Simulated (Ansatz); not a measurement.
A series of calculations on H

### Relaxation

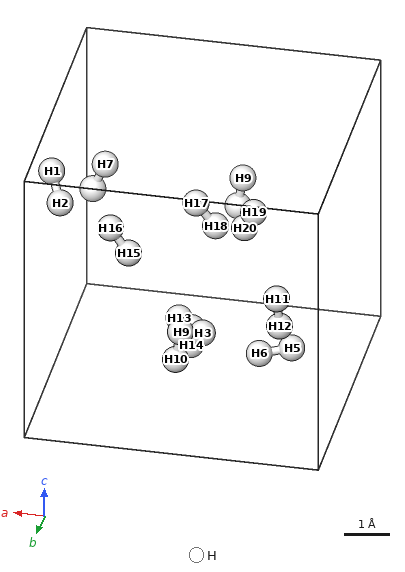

Starting structure of an amorphous cell of composition H. A ball-and-stick model of the cell of the calculation, seen from a free direction.

The cell holds 10 H2. The run prepares the start of a later molecular dynamics calculation, from a guessed geometry.

Method: Ansatz, DFT LDA, scalar-relativistic, plane waves, PAW.

Input file:
```yaml
accuracy: low
crystal:
  lattice:
    - [6.69433, 0.0, 0.0]
    - [0.0, 6.69433, 0.0]
    - [0.0, 0.0, 6.69433]
  atoms:
    - { symbol: H, position: [0.9991813, 0.5650501, 0.7796913] }
    - { symbol: H, position: [0.9587729, 0.6205856, 0.6936161] }
    - { symbol: H, position: [0.4555967, 0.7115268, 0.3046037] }
    - { symbol: H, position: [0.5100153, 0.6240531, 0.2657072] }
    - { symbol: H, position: [0.1868513, 0.5458042, 0.1807493] }
    - { symbol: H, position: [0.2883974, 0.5872947, 0.1711118] }
    - { symbol: H, position: [0.9138008, 0.1097321, 0.5433989] }
    - { symbol: H, position: [0.956171, 0.10824, 0.4417696] }
    - { symbol: H, position: [0.4693252, 0.9971991, 0.478694] }
    - { symbol: H, position: [0.4858126, 0.9989424, 0.3698313] }
    - { symbol: H, position: [0.149392, 0.9628665, 0.6274083] }
    - { symbol: H, position: [0.141047, 0.9556415, 0.517845] }
    - { symbol: H, position: [0.5986122, 0.4122409, 0.1652186] }
    - { symbol: H, position: [0.5601878, 0.4064509, 0.0621846] }
    - { symbol: H, position: [0.6586415, 0.9379732, 0.7265858] }
    - { symbol: H, position: [0.7198468, 0.9398836, 0.8181075] }
    - { symbol: H, position: [0.5387254, 0.4209662, 0.6265282] }
    - { symbol: H, position: [0.4752438, 0.4074145, 0.5375765] }
    - { symbol: H, position: [0.2885955, 0.6758098, 0.7747019] }
    - { symbol: H, position: [0.3291731, 0.6305106, 0.682901] }
basis:
  ecutwfc: 420.0
kpoints:
  mp_grid: { grid: [1, 1, 1] }
hamiltonian:
  xc: lda
scf:
  occupations: { method: fermi_dirac, width: 0.05 }
  lower_state_search: "off"
relax:
  f_tol: 0.3
  max_steps: 15
  adjacent_minimum: "off"
```

Launched with:
```bash
ansatz run input.yaml --threads 1 --pin off --max-ram 3072MiB --backend cpu --events-out ev --progress --plain --runs-dir out
```

What does the optimiser find from here?

H8 moves most: 0.38 Å roughly along [−2 1 −1]. The cell doesn't change. Some distances before and after: H13–H14 0.737 → 0.771 Å, H11–H12 0.737 → 0.762 Å. After 2 geometry steps the energy has fallen by 0.854 eV per cell of the calculation. Largest force component: 1.3 eV/Å at the start, 0.12 eV/Å at the end.

Step by step:

```tsv
step	E − E(0), meV/atom	largest force component, eV/Å
0	0.00	1.2520
1	-30.94	0.3118
2	-42.68	0.1239
```

The structure at the end:

```
CELL_PARAMETERS angstrom
6.69433 0.00000 0.00000
0.00000 6.69433 0.00000
0.00000 0.00000 6.69433
ATOMIC_POSITIONS crystal
H 0.98334 0.56226 0.78306
H 0.93927 0.62110 0.69485
H 0.47678 0.72411 0.33324
H 0.53415 0.63476 0.28951
H 0.16308 0.53179 0.16153
H 0.26816 0.57690 0.15446
H 0.86814 0.13426 0.52500
H 0.91260 0.13718 0.41999
H 0.47328 0.02385 0.47620
H 0.49807 0.02589 0.36362
H 0.16714 0.94456 0.64266
H 0.15769 0.94109 0.52932
H 0.60255 0.39363 0.16138
H 0.55857 0.39059 0.05502
H 0.65862 0.93425 0.71952
H 0.72297 0.93486 0.81506
H 0.54959 0.40693 0.61567
H 0.48264 0.39176 0.52345
H 0.31036 0.67768 0.79928
H 0.35639 0.63073 0.70541
```

The end point in the same view:

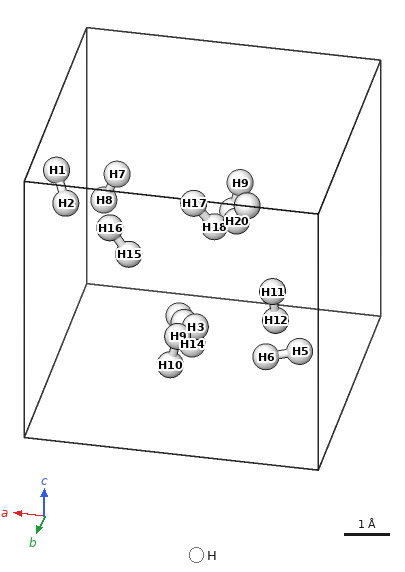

Limits of the set-up: the program's low-accuracy preset was used; the periodic images lie only 6.7 Å apart, so the values are limited by the cell's size.

### Dynamics

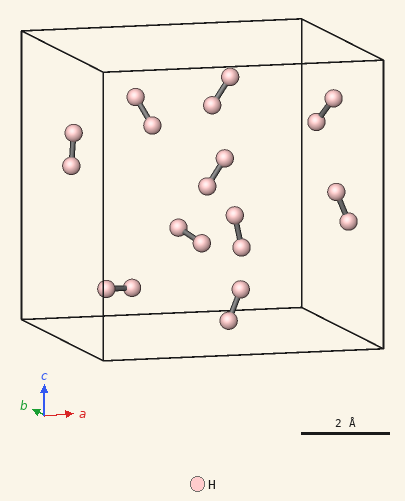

Starting frame of a dynamics run of a periodic cell with 10 H2 at 0.112 g/cm³. A ball-and-stick model of the simulation cell, seen slightly off an axis.

All numbers below come from Ansatz 0.2.0, DFT LDA, scalar-relativistic, plane waves, PAW.

Input file:
```yaml
accuracy: low
crystal:
  lattice:
    - [6.69433, 0.0, 0.0]
    - [0.0, 6.69433, 0.0]
    - [0.0, 0.0, 6.69433]
  atoms:
    - { symbol: H, position: [0.9833436, 0.56226348, 0.78306008] }
    - { symbol: H, position: [0.93926676, 0.62110413, 0.69484576] }
    - { symbol: H, position: [0.47678359, 0.72411066, 0.33323893] }
    - { symbol: H, position: [0.5341453, 0.63476463, 0.2895099] }
    - { symbol: H, position: [0.16308453, 0.53178512, 0.16152741] }
    - { symbol: H, position: [0.26816213, 0.57689994, 0.15446369] }
    - { symbol: H, position: [0.86813656, 0.13425994, 0.52499975] }
    - { symbol: H, position: [0.91260158, 0.13717597, 0.41999409] }
    - { symbol: H, position: [0.47328229, 1.02385055, 0.47620186] }
    - { symbol: H, position: [0.49806984, 1.02588544, 0.36361549] }
    - { symbol: H, position: [0.16713887, 0.94456208, 0.64265926] }
    - { symbol: H, position: [0.15768899, 0.94109148, 0.5293182] }
    - { symbol: H, position: [0.6025536, 0.39362655, 0.16137595] }
    - { symbol: H, position: [0.55856721, 0.39059352, 0.05502302] }
    - { symbol: H, position: [0.65862006, 0.93424964, 0.71952446] }
    - { symbol: H, position: [0.7229705, 0.93486123, 0.81505803] }
    - { symbol: H, position: [0.54958761, 0.40692991, 0.61566698] }
    - { symbol: H, position: [0.48263549, 0.39175635, 0.52344894] }
    - { symbol: H, position: [0.31036488, 0.67768341, 0.79928485] }
    - { symbol: H, position: [0.3563862, 0.63073176, 0.70541395] }
basis:
  ecutwfc: 420.0
kpoints:
  mp_grid: { grid: [1, 1, 1] }
hamiltonian:
  xc: lda
scf:
  occupations: { method: fermi_dirac, width: 0.05 }
  lower_state_search: "off"
md:
  timestep: 0.5
  n_steps: 300
  ensemble: nvt_langevin
  temperature: 500.0
  initial_velocities: maxwell_boltzmann
  seed: 849749
  friction: 0.02
```

Launched with:
```bash
ansatz run input.yaml --threads 1 --pin off --max-ram 3072MiB --backend cpu --events-out ev --progress --plain --runs-dir out
```

> Predict how the run goes.

Over the second half the temperature averages 532 K (spread ±70 K). The potential energy in the second half lies on average 8.2 meV per atom above the first frame. Root-mean-square distances from the starting positions over the second half, with the common drift of all atoms taken out: H 1.43 Å. The molecules turn and drift from their places.

Along the run (each row but the first and the last is the mean over the interval that it begins):

```
time (fs)  potential energy (meV/atom)  T (K)
      0.0                          0.0    475
     18.5                         14.1    529
     37.0                         10.9    530
     55.5                         14.1    528
     74.0                          6.8    579
     92.5                          5.1    456
    111.0                          9.0    546
    129.5                         12.0    557
    148.0                         14.0    449
```

The paths of the atoms:

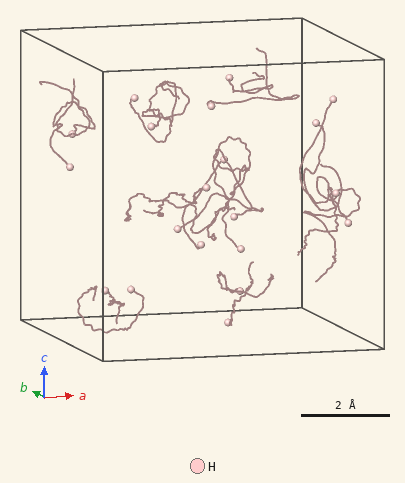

Limits of the set-up: the program's low-accuracy preset was used; the periodic images lie only 6.7 Å apart, so the values are limited by the cell's size.

The run took 98 s on 1 thread of Arm Neoverse V2, with other jobs on the host, peak memory 0.28 GiB.

### Dynamics

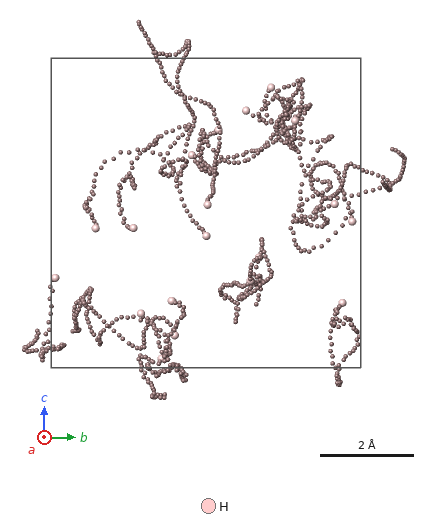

A Born-Oppenheimer molecular dynamics run of a periodic cell with 10 H2 at 0.112 g/cm³, 200 fs long. It starts from the last geometry of an earlier run, with fresh velocities. Dots mark each atom's position at evenly spaced times, in the colour of its element; spheres stand at the starting positions. Seen along the a axis in the simulation cell.

Level of theory: DFT LDA, scalar-relativistic, plane waves, PAW in Ansatz 0.2.0. Run with plane-wave cutoff 420 eV; k-point mesh 1 × 1 × 1; Fermi-Dirac smearing 0.05 eV; low-accuracy preset; Langevin thermostat and barostat (NPT); set temperature 500 K; time step 0.5 fs; friction 0.01 per fs; target pressure 0 GPa.

Q: Describe the motion.

A: Root-mean-square distances from the starting positions over the second half, with the common drift of all atoms taken out: H 2.40 Å. The molecules turn and drift from their places. Over the second half the temperature averages 439 K (spread ±50 K). The potential energy in the second half lies on average 4.7 meV per atom above the first frame. The mean pressure there is 0.3 GPa. The volume ends +19.0 % from the start. The conserved quantity stays between −0.31 and 0.42 meV per atom of its start. A straight-line fit has a slope that amounts to +0.069 meV per atom over 200 fs (0.1 % of the mean kinetic energy), and the ripple about it is 2.1 % of the kinetic energy's fluctuation. With a drift under 2 % and a ripple under 7 %, the integration is accurate.

Limits of the set-up: the program's low-accuracy preset was used; the periodic images lie only 6.7 Å apart, so the values are limited by the cell's size.

The run took 3 min on 1 thread of Arm Neoverse V2, on a shared host, peak memory 0.31 GiB.
